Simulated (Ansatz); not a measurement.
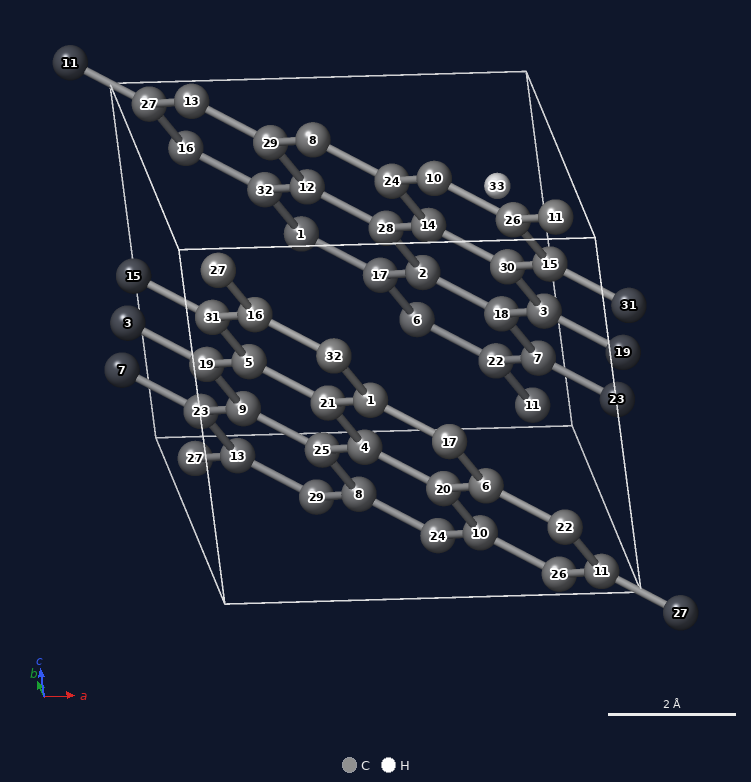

Fig. 1: The starting structure (ball-and-stick view of the cell of the calculation, seen at an oblique angle; neighbours outside the cell are drawn fainter; atoms are numbered from 1 in the order of the input).

# Geometry relaxation of C$_{32}$H (part 1 of 3)

C$_{32}$H (defect cell, 33 atoms in the cell), computed with DFT PBE+D3(BJ), scalar-relativistic, plane waves, PAW, spin-polarised (Ansatz 0.2.0).

The structure derives from a Materials Project entry. It belongs to a series of runs on one base structure; here: H interstitial, charge +0, atoms relaxed. Figures and captions count atoms from 1; the log counts them from 0 in places.

## What the program printed
```
Engine: ansatz 0.2.0, x86_64-unknown-linux-gnu
Pseudopotentials: kind: paw
Pseudopotential: C, paw, valence charge 4, recommended cutoff 420 eV (normal), C.paw.azcp
Pseudopotential: H, paw, valence charge 1, recommended cutoff 420 eV (normal), H.paw.azcp
Functional definition: PBE
  parameter kappa = 0.804
  parameter beta = 0.06672455060314922
  exchange = pbe_x(kappa = kappa, mu = beta*pi^2/3)
  correlation = pbe_c(beta = beta)
Crystal: 33 atoms, lattice volume = 284.053 Å³
Basis set: ecut = 420 eV, 5517 PW (Γ), exchange–correlation on 90×90×90 points (8 copies of the dense FFT grid, shifted against one another)
Bands: 98, of which v1, the nominal top of the filled ones, is band 65 counted from 1 (64 counted from 0)
Symmetry: 1 space group operations
Space group: P1 (ITA 1), of the structure as read, at distance tolerance 6.6e-5 Å
Magnetic group: BNS 1.1 (UNI 1), of the structure as read, at distance tolerance 6.6e-5 Å
k-points: 4 of 8 (time reversal used)
Non-local potential: C, projectors of the file, l = 0: 2, l = 1: 2, l = 2: 1
Non-local potential: H, projectors of the file, l = 0: 2, l = 1: 1
PAW form: soft (Blöchl's): semilocal exchange-correlation on the pseudo side does not see the compensation charge
PAW one-centre angular grid: C, 110 points (default); XC on 64 Gauss nodes
PAW one-centre angular grid: H, 110 points (default); XC on 64 Gauss nodes
Starting moments: Σ|m| = 1 μB on 1 of 33 sites
Initial wavefunctions: pseudopotential atomic-orbital guess
Functional: x = pbe(κ = 0.804, μ = 0.2195149727645171), c = pbe(β = 0.06672455060314922)
SCF iter   1: F=—  HF=-8064.028916 eV  |F-HF|=—  |Δ(HF+E_count)|=         —  Δρ=6.60e-2 (↑6.60e-2 ↓6.44e-2)  dr2=4.26e1  dr2_m=8.87e-2  M=1.000 μB ∫|m|=1.031 μB  β_m=0.30  ethr=3.10e-3  ⟨swp⟩=6.2  Hψ=3462  notcnv=0  defer=69
preconditioner: auto → Resta (q_TF=auto, 2.392 Å⁻¹)  ε∞=3.4  [insulator: Δε(μ)=0.149 eV  Ē_g=16.261 eV  σ=0.020 eV  W_gap=1.00  n_scr=74 (ndim 8)  ℏωp=25.0 eV  f_vac=0.000  D(μ)=0.00/eV (n_scr^D=0)  ε∞_Penn≈3.4]
spin=Collinear: Resta preconditioning applied to the charge; magnetization (m = ρ↑ − ρ↓) channel mixes plain (no charge-response kernel on spin).
SCF iter   2: F=—  HF=-8055.833630 eV  |F-HF|=—  |Δ(HF+E_count)|=    8.20e0  Δρ=4.57e-2 (↑4.57e-2 ↓4.52e-2)  dr2=2.10e1  dr2_m=1.10e-2  M=1.000 μB ∫|m|=1.046 μB  β_m=0.30  ethr=3.10e-3  ⟨swp⟩=2.0  Hψ=1430  notcnv=0  defer=214
SCF iter   3: F=—  HF=-8047.666714 eV  |F-HF|=—  |Δ(HF+E_count)|=    8.17e0  Δρ=7.60e-3 (↑7.60e-3 ↓6.95e-3)  dr2=5.10e-1  dr2_m=7.41e-3  M=1.000 μB ∫|m|=1.047 μB  β_m=1.00  ethr=3.10e-3  ⟨swp⟩=3.1  Hψ=1198  notcnv=0  defer=214
SCF iter   4: F=—  HF=-8047.666928 eV  |F-HF|=—  |Δ(HF+E_count)|=   2.14e-4  Δρ=4.55e-3 (↑4.55e-3 ↓4.24e-3)  dr2=1.49e-1  dr2_m=1.28e-3  M=1.000 μB ∫|m|=1.074 μB  β_m=1.00  ethr=3.95e-4  ⟨swp⟩=3.0  Hψ=1298  notcnv=0  defer=213
SCF iter   5: F=—  HF=-8047.736026 eV  |F-HF|=—  |Δ(HF+E_count)|=   6.91e-2  Δρ=2.05e-3 (↑2.05e-3 ↓9.83e-4)  dr2=3.05e-2  dr2_m=1.36e-3  M=1.000 μB ∫|m|=1.094 μB  β_m=0.30  ethr=1.15e-4  ⟨swp⟩=2.9  Hψ=930  notcnv=0  defer=213
SCF iter   6: F=—  HF=-8047.741471 eV  |F-HF|=—  |Δ(HF+E_count)|=   5.44e-3  Δρ=8.10e-4 (↑8.10e-4 ↓7.34e-4)  dr2=3.64e-3  dr2_m=1.40e-4  M=1.000 μB ∫|m|=1.100 μB  β_m=1.00  ethr=2.36e-5  ⟨swp⟩=3.0  Hψ=1238  notcnv=0  defer=213
SCF iter   7: F=—  HF=-8047.743576 eV  |F-HF|=—  |Δ(HF+E_count)|=   2.11e-3  Δρ=5.31e-4 (↑5.31e-4 ↓3.87e-4)  dr2=1.92e-3  dr2_m=4.98e-5  M=1.000 μB ∫|m|=1.111 μB  β_m=0.30  ethr=2.82e-6  ⟨swp⟩=2.0  Hψ=1189  notcnv=0  defer=213
SCF iter   8: F=—  HF=-8047.744494 eV  |F-HF|=—  |Δ(HF+E_count)|=   9.18e-4  Δρ=1.89e-4 (↑1.89e-4 ↓1.31e-4)  dr2=1.33e-4  dr2_m=2.72e-5  M=1.000 μB ∫|m|=1.113 μB  β_m=1.00  ethr=1.49e-6  ⟨swp⟩=2.0  Hψ=1084  notcnv=0  defer=213
SCF iter   9: F=—  HF=-8047.744622 eV  |F-HF|=—  |Δ(HF+E_count)|=   1.28e-4  Δρ=5.93e-5 (↑5.93e-5 ↓4.97e-5)  dr2=9.30e-6  dr2_m=5.18e-6  M=1.000 μB ∫|m|=1.119 μB  β_m=1.00  ethr=1.03e-7  ⟨swp⟩=2.0  Hψ=927  notcnv=0  defer=213
SCF iter  10: F=—  HF=-8047.744656 eV  |F-HF|=—  |Δ(HF+E_count)|=   3.37e-5  Δρ=2.73e-5 (↑2.41e-5 ↓2.73e-5)  dr2=1.27e-6  dr2_m=1.30e-6  M=1.000 μB ∫|m|=1.122 μB  β_m=0.30  ethr=7.21e-9  ⟨swp⟩=29.9  Hψ=9275  notcnv=0
Mixer restart at iter 10: flushing history
spin-set hold released at iteration 10 (site moments contracting): the magnetisation degrees of freedom join the quasi-Newton model from the next iteration; the mixer history was flushed
SCF iter  11: F=—  HF=-8047.744667 eV  |F-HF|=—  |Δ(HF+E_count)|=   1.10e-5  Δρ=2.26e-5 (↑2.14e-5 ↓2.26e-5)  dr2=6.40e-7  dr2_m=1.03e-6  M=1.000 μB ∫|m|=1.123 μB  β_m=0.65  ethr=9.81e-10  ⟨swp⟩=8.4  Hψ=4483  notcnv=0
SCF iter  12: F=—  HF=-8047.744680 eV  |F-HF|=—  |Δ(HF+E_count)|=   1.30e-5  Δρ=1.05e-5 (↑8.80e-6 ↓1.05e-5)  dr2=2.80e-8  dr2_m=2.38e-7  M=1.000 μB ∫|m|=1.125 μB  β_m=0.82  ethr=4.96e-10  ⟨swp⟩=10.2  Hψ=5366  notcnv=0
SCF iter  13: F=-8047.744681 eV  HF=-8047.744681 eV  |F-HF|=1.47e-8  |Δ(HF+E_count)|=   4.60e-7  Δρ=5.79e-6 (↑5.79e-6 ↓2.82e-6)  dr2=4.29e-8  dr2_m=4.38e-8  M=1.000 μB ∫|m|=1.126 μB  ethr=2.17e-11  ⟨swp⟩=8.0  Hψ=4267  notcnv=0
SCF 1 converged in 13 iterations: F = -8047.744681 eV  dr2 = 4.29e-8
  greatest PAW one-centre occupation: 0.676 electrons in one spin orbital (limit 2), on the C atom at site 13 (counted from 0), in its partial waves of l = 0
relax step   1: F+E_penalty+E_count = -8047.74468057 eV  Δ(F+E_penalty+E_count) = +0.000e0 eV  max|allowed force component| = 1.081e0 eV/Å  Δτ_max = 0.0000 Å  (13 SCF iters, dr2 threshold 1.00e-5 eV, accepted)
Initial density: handed on by an earlier stage of this run
Starting moments: Σ|m| = 1 μB on 1 of 33 sites; this step starts from the density that it was given
Initial wavefunctions: those handed on with the density
iter 1 solved again at ethr=1.13e-4 eV; its pass at ethr=3.10e-3 eV (dr2=1.46e-1 eV) is discarded
SCF iter   1: F=—  HF=-8048.019945 eV  |F-HF|=—  |Δ(HF+E_count)|=         —  Δρ=4.74e-3 (↑4.35e-3 ↓4.74e-3)  dr2=1.45e-1  dr2_m=7.60e-3  M=1.000 μB ∫|m|=1.173 μB  β_m=0.30  ethr=1.13e-4  ⟨swp⟩=2.0  Hψ=2800  notcnv=0  defer=212
preconditioner: auto → Resta (q_TF=auto, 2.392 Å⁻¹)  ε∞=3.6  [insulator: Δε(μ)=0.670 eV  Ē_g=15.594 eV  σ=0.020 eV  W_gap=1.00  n_scr=74 (ndim 8)  ℏωp=25.0 eV  f_vac=0.002  D(μ)=0.00/eV (n_scr^D=0)  ε∞_Penn≈3.6]
spin=Collinear: Resta preconditioning applied to the charge; magnetization (m = ρ↑ − ρ↓) channel mixes plain (no charge-response kernel on spin).
SCF iter   2: F=—  HF=-8048.012159 eV  |F-HF|=—  |Δ(HF+E_count)|=   7.79e-3  Δρ=3.39e-3 (↑2.92e-3 ↓3.39e-3)  dr2=5.96e-2  dr2_m=4.63e-3  M=1.000 μB ∫|m|=1.183 μB  β_m=0.59  ethr=1.12e-4  ⟨swp⟩=2.0  Hψ=735  notcnv=0  defer=212
SCF iter   3: F=—  HF=-8048.019735 eV  |F-HF|=—  |Δ(HF+E_count)|=   7.58e-3  Δρ=6.64e-4 (↑5.17e-4 ↓6.64e-4)  dr2=8.26e-4  dr2_m=5.92e-4  M=1.000 μB ∫|m|=1.213 μB  β_m=0.68  ethr=4.62e-5  ⟨swp⟩=2.5  Hψ=1141  notcnv=0  defer=212
SCF iter   4: F=—  HF=-8048.021463 eV  |F-HF|=—  |Δ(HF+E_count)|=   1.73e-3  Δρ=2.62e-4 (↑2.20e-4 ↓2.62e-4)  dr2=1.04e-4  dr2_m=1.25e-4  M=1.000 μB ∫|m|=1.231 μB  β_m=0.84  ethr=6.40e-7  ⟨swp⟩=2.8  Hψ=1250  notcnv=0  defer=212
SCF iter   5: F=—  HF=-8048.021778 eV  |F-HF|=—  |Δ(HF+E_count)|=   3.15e-4  Δρ=8.53e-5 (↑8.53e-5 ↓6.94e-5)  dr2=1.97e-5  dr2_m=1.18e-5  M=1.000 μB ∫|m|=1.247 μB  β_m=0.86  ethr=8.09e-8  ⟨swp⟩=3.0  Hψ=1227  notcnv=0  defer=212
iter 6 did not close the SCF: its close was put off for a magnetic moment that had not settled (scf_convergence_deferred on its scf_iter line)
SCF iter   6: F=-8048.021800 eV  HF=-8048.021797 eV  |F-HF|=2.58e-6  |Δ(HF+E_count)|=   1.96e-5  Δρ=4.09e-5 (↑2.89e-5 ↓4.09e-5)  dr2=1.76e-6  dr2_m=2.84e-6  M=1.000 μB ∫|m|=1.253 μB  β_m=0.93  ethr=1.53e-8  ⟨swp⟩=21.1  Hψ=7340  notcnv=0
SCF iter   7: F=-8048.021803 eV  HF=-8048.021804 eV  |F-HF|=3.82e-7  |Δ(HF+E_count)|=   6.38e-6  Δρ=1.90e-5 (↑1.90e-5 ↓7.52e-6)  dr2=9.85e-7  dr2_m=3.34e-7  M=1.000 μB ∫|m|=1.258 μB  ethr=1.37e-9  ⟨swp⟩=9.0  Hψ=5451  notcnv=0
SCF 2 converged in 7 iterations: F = -8048.021803 eV  dr2 = 9.85e-7
[... from here on the iterations of each SCF are left out, up to the last one ...]
relax step   2: F+E_penalty+E_count = -8048.02180345 eV  Δ(F+E_penalty+E_count) = -2.771e-1 eV  max|allowed force component| = 1.323e0 eV/Å  Δτ_max = 0.1958 Å  (7 SCF iters, dr2 threshold 7.30e-5 eV, accepted)
preconditioner: auto → Resta (q_TF=auto, 2.392 Å⁻¹)  ε∞=3.6  [insulator: Δε(μ)=0.354 eV  Ē_g=15.615 eV  σ=0.020 eV  W_gap=1.00  n_scr=74 (ndim 8)  ℏωp=25.0 eV  f_vac=0.002  D(μ)=0.00/eV (n_scr^D=0)  ε∞_Penn≈3.6]
spin=Collinear: Resta preconditioning applied to the charge; magnetization (m = ρ↑ − ρ↓) channel mixes plain (no charge-response kernel on spin).
SCF 3 converged in 8 iterations: F = -8048.459048 eV  dr2 = 1.12e-7
relax step   3: F+E_penalty+E_count = -8048.45904824 eV  Δ(F+E_penalty+E_count) = -4.372e-1 eV  max|allowed force component| = 2.396e0 eV/Å  Δτ_max = 0.1951 Å  (8 SCF iters, dr2 threshold 1.00e-4 eV, accepted)
preconditioner: auto → Resta (q_TF=auto, 2.392 Å⁻¹)  ε∞=3.5  [insulator: Δε(μ)=0.280 eV  Ē_g=15.674 eV  σ=0.020 eV  W_gap=1.00  n_scr=74 (ndim 8)  ℏωp=25.0 eV  f_vac=0.004  D(μ)=0.00/eV (n_scr^D=0)  ε∞_Penn≈3.5]
spin=Collinear: Resta preconditioning applied to the charge; magnetization (m = ρ↑ − ρ↓) channel mixes plain (no charge-response kernel on spin).
SCF 4 converged in 8 iterations: F = -8049.037959 eV  dr2 = 2.13e-7
relax step   4: F+E_penalty+E_count = -8049.03795925 eV  Δ(F+E_penalty+E_count) = -5.789e-1 eV  max|allowed force component| = 2.155e0 eV/Å  Δτ_max = 0.1925 Å  (8 SCF iters, dr2 threshold 1.00e-4 eV, accepted)
preconditioner: auto → Resta (q_TF=auto, 2.392 Å⁻¹)  ε∞=3.6  [insulator: Δε(μ)=0.268 eV  Ē_g=15.655 eV  σ=0.020 eV  W_gap=1.00  n_scr=74 (ndim 8)  ℏωp=25.0 eV  f_vac=0.007  D(μ)=0.00/eV (n_scr^D=0)  ε∞_Penn≈3.6]
spin=Collinear: Resta preconditioning applied to the charge; magnetization (m = ρ↑ − ρ↓) channel mixes plain (no charge-response kernel on spin).
SCF 5 converged in 7 iterations: F = -8049.150814 eV  dr2 = 1.19e-7
relax step   5: F+E_penalty+E_count = -8049.15081350 eV  Δ(F+E_penalty+E_count) = -1.129e-1 eV  max|allowed force component| = 7.151e-1 eV/Å  Δτ_max = 0.1409 Å  (7 SCF iters, dr2 threshold 1.00e-4 eV, accepted)
preconditioner: auto → Resta (q_TF=auto, 2.392 Å⁻¹)  ε∞=3.6  [insulator: Δε(μ)=0.290 eV  Ē_g=15.662 eV  σ=0.020 eV  W_gap=1.00  n_scr=74 (ndim 8)  ℏωp=25.0 eV  f_vac=0.007  D(μ)=0.00/eV (n_scr^D=0)  ε∞_Penn≈3.6]
spin=Collinear: Resta preconditioning applied to the charge; magnetization (m = ρ↑ − ρ↓) channel mixes plain (no charge-response kernel on spin).
SCF 6 converged in 6 iterations: F = -8049.071052 eV  dr2 = 6.02e-7
relax step   6: F+E_penalty+E_count = -8049.07105188 eV  Δ(F+E_penalty+E_count) = +7.976e-2 eV  max|allowed force component| = 1.912e0 eV/Å  Δτ_max = 0.0494 Å  (6 SCF iters, dr2 threshold 5.63e-5 eV, rejected (line search))
preconditioner: auto → Resta (q_TF=auto, 2.392 Å⁻¹)  ε∞=3.6  [insulator: Δε(μ)=0.225 eV  Ē_g=15.664 eV  σ=0.020 eV  W_gap=1.00  n_scr=74 (ndim 8)  ℏωp=25.0 eV  f_vac=0.006  D(μ)=0.00/eV (n_scr^D=0)  ε∞_Penn≈3.6]
spin=Collinear: Resta preconditioning applied to the charge; magnetization (m = ρ↑ − ρ↓) channel mixes plain (no charge-response kernel on spin).
SCF 7 converged in 9 iterations: F = -8049.170648 eV  dr2 = 4.36e-10
relax step   7: F+E_penalty+E_count = -8049.17064850 eV  Δ(F+E_penalty+E_count) = -1.983e-2 eV  max|allowed force component| = 2.291e-1 eV/Å  Δτ_max = 0.0240 Å  (9 SCF iters, accepted)
preconditioner: auto → Resta (q_TF=auto, 2.392 Å⁻¹)  ε∞=3.6  [insulator: Δε(μ)=0.261 eV  Ē_g=15.663 eV  σ=0.020 eV  W_gap=1.00  n_scr=74 (ndim 8)  ℏωp=25.0 eV  f_vac=0.006  D(μ)=0.00/eV (n_scr^D=0)  ε∞_Penn≈3.6]
spin=Collinear: Resta preconditioning applied to the charge; magnetization (m = ρ↑ − ρ↓) channel mixes plain (no charge-response kernel on spin).
SCF 8 converged in 7 iterations: F = -8049.181339 eV  dr2 = 1.73e-8
relax step   8: F+E_penalty+E_count = -8049.18133886 eV  Δ(F+E_penalty+E_count) = -1.069e-2 eV  max|allowed force component| = 1.171e-2 eV/Å  Δτ_max = 0.0833 Å  (7 SCF iters, dr2 threshold 5.39e-6 eV, accepted)
iter 1 solved again at ethr=1.34e-11 eV; its pass at ethr=3.10e-3 eV (dr2=1.73e-8 eV) is discarded
SCF iter   1: F=—  HF=-8049.181339 eV  |F-HF|=—  |Δ(HF+E_count)|=         —  Δρ=1.26e-6 (↑1.01e-6 ↓1.26e-6)  dr2=1.73e-8  dr2_m=9.14e-10  M=1.000 μB ∫|m|=1.573 μB  β_m=0.30  ethr=1.34e-11  ⟨swp⟩=1.0  Hψ=1872  notcnv=0
preconditioner: auto → Resta (q_TF=auto, 2.392 Å⁻¹)  ε∞=3.6  [insulator: Δε(μ)=0.258 eV  Ē_g=15.660 eV  σ=0.020 eV  W_gap=1.00  n_scr=74 (ndim 8)  ℏωp=25.0 eV  f_vac=0.006  D(μ)=0.00/eV (n_scr^D=0)  ε∞_Penn≈3.6]
spin=Collinear: Resta preconditioning applied to the charge; magnetization (m = ρ↑ − ρ↓) channel mixes plain (no charge-response kernel on spin).
iter 2 did not close the SCF: its close was put off for a magnetic moment that had not settled (scf_convergence_deferred on its scf_iter line)
SCF iter   2: F=-8049.181339 eV  HF=-8049.181339 eV  |F-HF|=2.36e-9  |Δ(HF+E_count)|=  4.32e-10  Δρ=8.08e-7 (↑6.90e-7 ↓8.08e-7)  dr2=5.93e-9  dr2_m=6.38e-10  M=1.000 μB ∫|m|=1.573 μB  β_m=0.51  ethr=1.34e-11  ⟨swp⟩=7.0  Hψ=3463  notcnv=0
SCF iter   3: F=-8049.181339 eV  HF=-8049.181339 eV  |F-HF|=1.19e-9  |Δ(HF+E_count)|=   3.63e-9  Δρ=3.51e-7 (↑3.51e-7 ↓3.39e-7)  dr2=9.34e-10  dr2_m=1.84e-10  M=1.000 μB ∫|m|=1.573 μB  ethr=4.60e-12  ⟨swp⟩=5.9  Hψ=3684  notcnv=0
SCF 9 converged in 3 iterations: F = -8049.181339 eV  dr2 = 9.34e-10
relax step   9: F+E_penalty+E_count = -8049.18133887 eV  Δ(F+E_penalty+E_count) = -9.084e-9 eV  max|allowed force component| = 1.168e-2 eV/Å  Δτ_max = 0.0000 Å  (3 SCF iters, accepted)
```

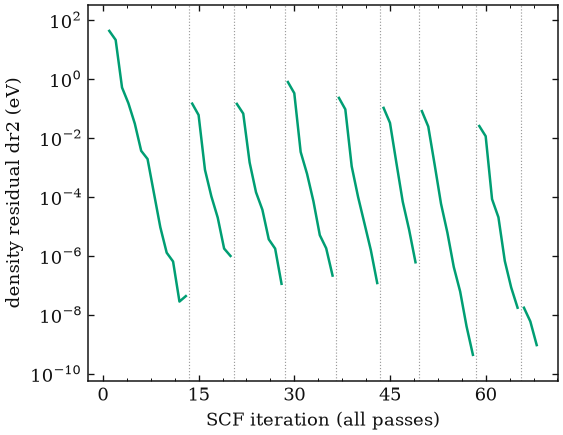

Fig. 2: Convergence of the self-consistent field: density residual dr2 against the SCF iteration. The dotted lines part the SCF passes of the relaxation: geometry steps, rejected trials and re-solves on a re-selected basis. The 9 passes take 3 to 13 iterations each, 68 in all.

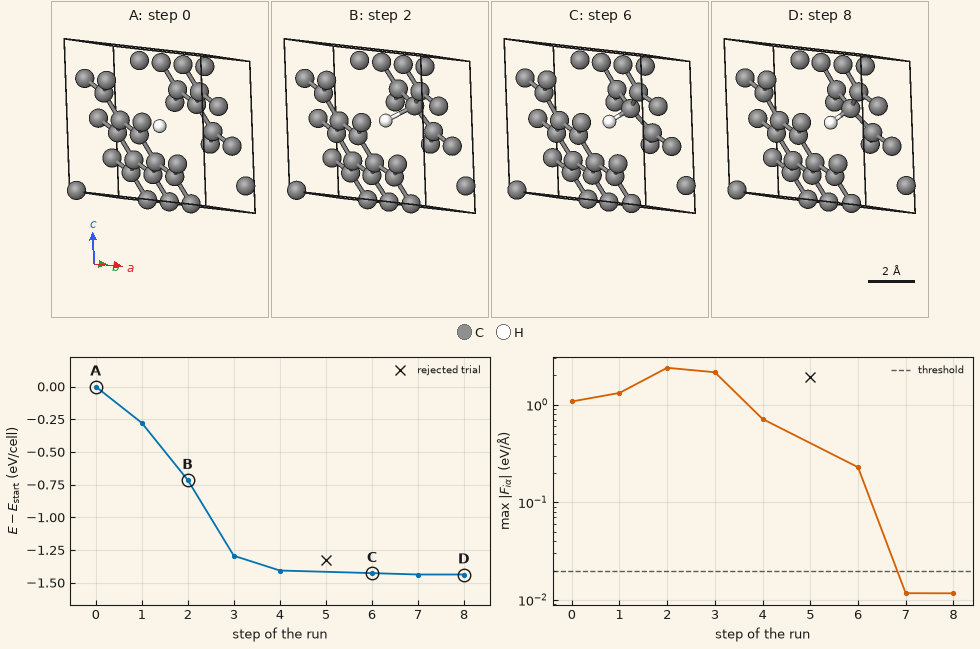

Fig. 3: Frames of the relaxation (ball-and-stick view of the cell of the calculation (origin shifted), seen at an oblique angle) above the curves, on which the letters mark them (the first geometry is step 0 here and step 1 in the log).

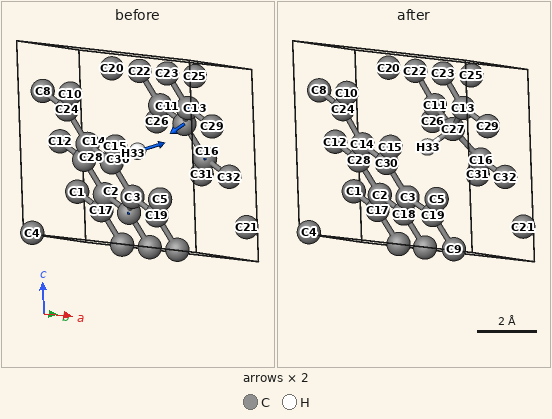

Fig. 4: Before (left) and after (right) the relaxation, at one scale (ball-and-stick view of the cell of the calculation (origin shifted), seen at an oblique angle). The blue arrows give the displacements, magnified 2 times. The largest move is that of H33, 0.50 Å. By element the largest moves are H 0.50 Å, C 0.33 Å. The lattice vectors keep their values. Distances before and after: C27–H33 1.922 → 1.119 Å, C11–C27 1.423 → 1.487 Å, C11–C22 1.423 → 1.404 Å, C12–C29 1.423 → 1.433 Å. New bonds form: C27–H33 (1.92 → 1.12 Å). Among the angles that change: C11–C27–C13 120.0° → 116.1°. After 8 geometry steps the energy has fallen by 1.437 eV per cell of the calculation. Largest force component: 1.1 eV/Å at the start, 0.012 eV/Å at the end. The line search rejected the trial step at point 5 (counted from 0) and went back. (Atoms are counted from 1 in the order of the input.)
